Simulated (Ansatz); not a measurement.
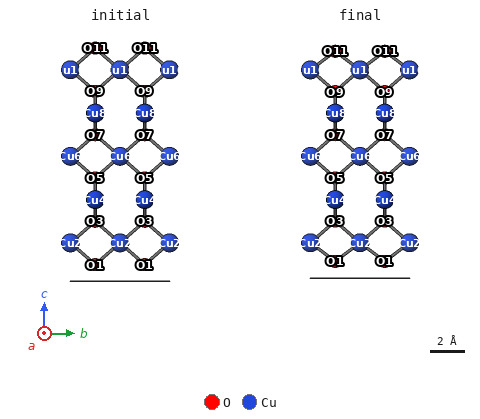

The structure of a slab of composition Cu$_{5}$O$_{6}$ (cut from the Cccm phase) before (left) and after (right) a relaxation, at one scale.

The picture is a ball-and-stick view of the 2 × 2 repeat of the cell, outlined in the plane, without the vacuum, seen along the a axis.

Case: (0 0 1) slab, atoms relaxed. The slab is the (0 0 1) face of CuO.

These are results of Ansatz 0.2.0, DFT PBE, scalar-relativistic, plane waves, PAW, not measurements. Set-up: plane-wave cutoff 420 eV; k-point mesh 12 × 12 × 1; occupations gaussian; smearing width 0.1 eV; no spin polarisation; dipole correction; atoms relaxed in a fixed cell; force threshold 0.02 eV/Å; at most 60 steps.

> Summarise the run.

After 4 geometry steps the energy has fallen by 0.428 eV per cell of the calculation. Largest force component: 2.2 eV/Å at the start, 0.0014 eV/Å at the end. The largest moves, 0.19 Å, are those of O1 and O11. O1 goes along the normal (+c). Largest moves by element: O 0.19 Å, Cu 0.01 Å. The lattice vectors keep their values. Among the contacts that change: Cu10–O11 1.958 → 1.845 Å, Cu8–O9 1.958 → 1.953 Å. Among the angles between lasting bonds that change: Cu2–O1–Cu2 97.7° → 106.1°, O1–Cu2–O1 97.7° → 106.1°, O1–Cu2–O3 180.0° → 175.8°. Cost: 8.3 min on 2 threads of Arm Neoverse V1 (shared host), peak memory 1.2 GiB.

Limits of the set-up: the cell has an odd number of electrons but was run without spin polarisation.
